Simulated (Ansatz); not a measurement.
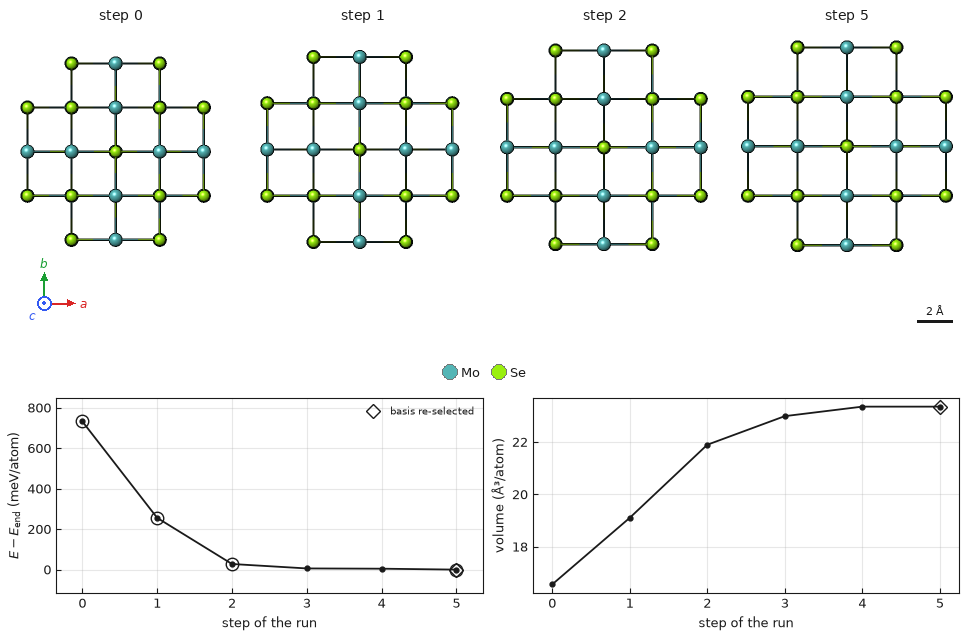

Frames of a relaxation of solid MoSe (built on the rock salt type) (coarse preliminary run), marked on the history of the run. The picture is a ball-and-stick view of the conventional cell (4 times the calculation's cell), seen along the c axis. Lengths and directions refer to the drawn axes.

Method: DFT PBE+U, scalar-relativistic, plane waves, PAW in Ansatz 0.2.0.

Input file:
```yaml
crystal:
  lattice:
    - [0.0, 2.549035364, 2.549035364]
    - [2.549035364, 0.0, 2.549035364]
    - [2.549035364, 2.549035364, 0.0]
  atoms:
    - { symbol: Mo, position: [0.0, 0.0, 0.0], spin: 2.79 }
    - { symbol: Se, position: [0.5, 0.5, 0.5] }
basis:
  ecutwfc: 420
kpoints:
  mp_grid: { grid: [6, 6, 6] }
hamiltonian:
  xc: pbe
  hubbard: { sites: [{ species: Mo, l: d, u_eff: 4.38 }] }
scf:
  occupations: { method: gaussian, width: 0.1 }
output:
  forces: true
  stress: true
  eigenvalues: true
  populations: true
magnetization:
  spin_polarized: true
relax:
  adjacent_minimum: "off"
  f_tol: 0.05
  max_steps: 80
  cell: { stress_tol: 0.5 }
```

Run as
```bash
ansatz run input.yaml --threads 1 --pin off --max-ram 2560MiB --backend cpu --events-out ev --progress --plain --runs-dir out
```

> Describe the path.

The energy falls by 732 meV per atom in 4 accepted moves (5 points after the start). All forces vanish by symmetry, so only the cell relaxes. The pressure goes from 40.43 to 0.42 GPa. The SCF was repeated once at an unchanged geometry on a basis and grid sized afresh for the cell, which shifted the energy by 4.6 meV per atom at most. The atoms keep their places relative to the cell (all moves are under 0.005 Å). The volume changes by +41.0 %, with a = b = c 5.098 → 5.716 Å (+12.1 %). Some distances before and after: Mo1–Se2 2.549 → 2.858 Å. The space group stays Fm-3m (No. 225). The run took 30 s on 1 thread of Intel(R) Xeon(R) Processor @ 2.50GHz (Skylake/Cascade Lake) (shared host), peak memory 0.4 GiB. From step 0 to 1: volume +15.3 %, energy −476 meV per atom. From step 1 to 2: volume +14.6 %, energy −228 meV per atom. From step 2 to 5: volume +6.6 %, energy −27.8 meV per atom.

```
step  E − E(0), meV/atom  pressure, GPa  volume, Å³/atom                      note
   0                0.00          40.43           16.563                          
   1             -476.44          22.22           19.105                          
   2             -704.39           5.46           21.895                          
   3             -726.33           1.19           22.988                          
   4             -727.59          -0.01           23.350                          
   5             -732.20           0.42           23.350  same geometry, new basis
```
